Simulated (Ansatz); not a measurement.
# Ta4C3: what the fields show

The calculation's input:

```
crystal:
  lattice:
    - [1.7068004033, 0.9854216723, 10.1645109695]
    - [-1.7068004033, 0.9854216723, 10.1645109695]
    - [0.0, -1.9708433446, 10.1645109695]
  atoms:
    - { symbol: Ta, position: [0.3733722057, 0.3733722057, 0.3733722057] }
    - { symbol: Ta, position: [0.6244615989, 0.6244615989, 0.6244615989] }
    - { symbol: Ta, position: [0.2096180968, 0.2096180968, 0.2096180968] }
    - { symbol: Ta, position: [0.7943974385, 0.7943974385, 0.7943974385] }
    - { symbol: C, position: [0.5025935066, 0.5025935066, 0.5025935066] }
    - { symbol: C, position: [0.9960170748, 0.9960170748, 0.9960170748] }
    - { symbol: C, position: [0.0845400886, 0.0845400886, 0.0845400886] }
basis:
  ecutwfc: 420
kpoints:
  mp_grid: { grid: [12, 12, 12] }
hamiltonian:
  xc: pbesol
scf:
  occupations: { method: gaussian, width: 0.15 }
output:
  forces: true
  stress: true
  eigenvalues: true
  write_density: true
  write_potential: true
  elf: true
  volumetric_format: npy
```

Command:

```sh
ansatz run input.yaml --threads 2 --pin off --max-ram 5120MiB --backend cpu --events-out ev --progress --plain --runs-dir out
```

Below, planes, directions and counts refer to the conventional cell (a = 3.41 Å, b = 3.41 Å, c = 30.49 Å, α = 90.00°, β = 90.00°, γ = 120.00°).

Space group R3m; a structure from a database of computed crystals, not necessarily the ambient phase; changed on purpose from its base cell (strain +0.1000 x Voigt [1, 1, 0, 0, 0, 0], atoms carried along); not relaxed (largest force 1.5 eV/Å); computed pressure about −40 GPa in this cell.

Computed with Ansatz 0.2.0, DFT PBEsol, scalar-relativistic, plane waves, PAW.

Core electrons are frozen (PAW), and the valence fields are smoothed inside the atomic spheres.

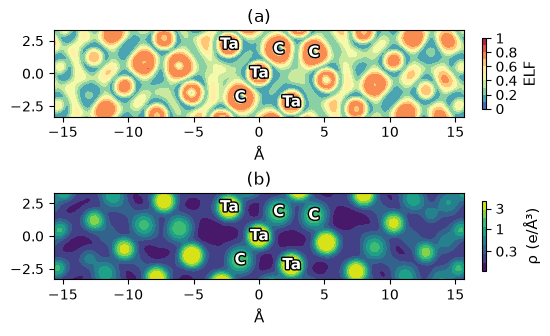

Figure 1. (a) ELF; (b) valence pseudo-density on the (111) plane of the conventional cell.

Read the bonding off the picture.

Answer. The section cuts through Ta and C sites.
Atoms just off the plane (Ta, 0.3 Å away and C, 0.3 Å away) can leave unmarked features too.
Ta–C (2.34 Å): ρ at the midpoint is about 0.46 e/Å³; the ELF peaks at about 0.80 in the valence shell of C, 0.7 Å from its nucleus, and is about 0.25 at the midpoint.
Ta–C (2.37 Å): the density is about 0.44 e/Å³ at the midpoint; the ELF peaks at about 0.80 in the valence shell of C, 0.7 Å from its nucleus, and is about 0.25 at the midpoint.
Between the atoms the lowest density in this plane is 0.1 e/Å³.
The features right at Ta lie inside the PAW spheres, where the map follows smoothed inner orbitals and isn't to be read closely.

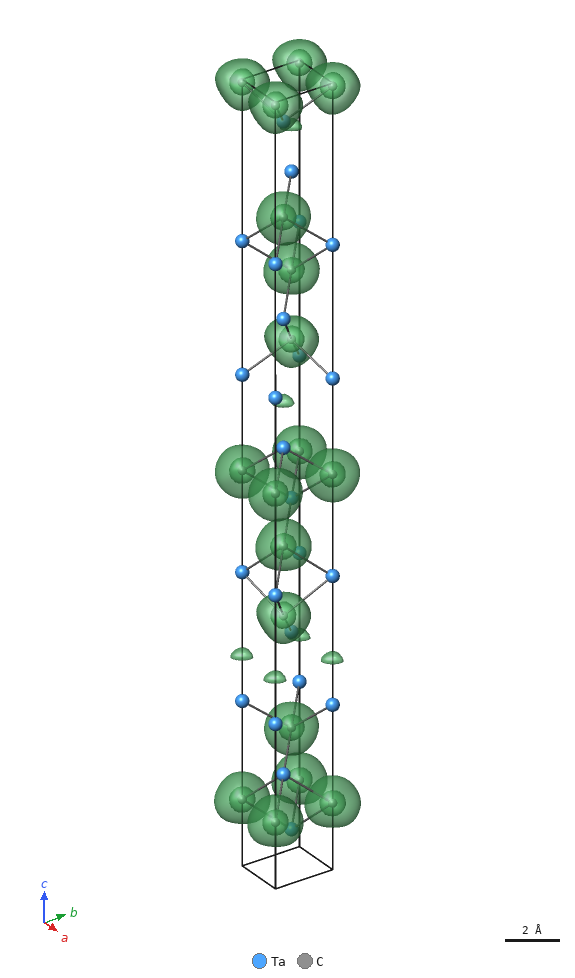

Figure 2. Isosurface of the electron localisation function at 0.65 (green), seen slightly off an axis. Only the valence region is drawn (cores and ρ < 0.01 e/Å³ removed). Sticks mark near contacts.

Describe the localisation domains.

Answer. The surface consists of nine regions wrapped around C (the valence shell of each) and three pockets between the atoms, centred on no nucleus (multi-centre or interstitial), counted in one cell of 21 atoms. Any copies at cell faces, edges or corners count once.


Ta–C (2.29 Å): the ELF peaks at about 0.80 in the valence shell of C, 0.7 Å from its nucleus, and is about 0.25 at the midpoint.

Does the calculation give a band gap?

Answer. It is gapless in this calculation (a metal or semimetal).
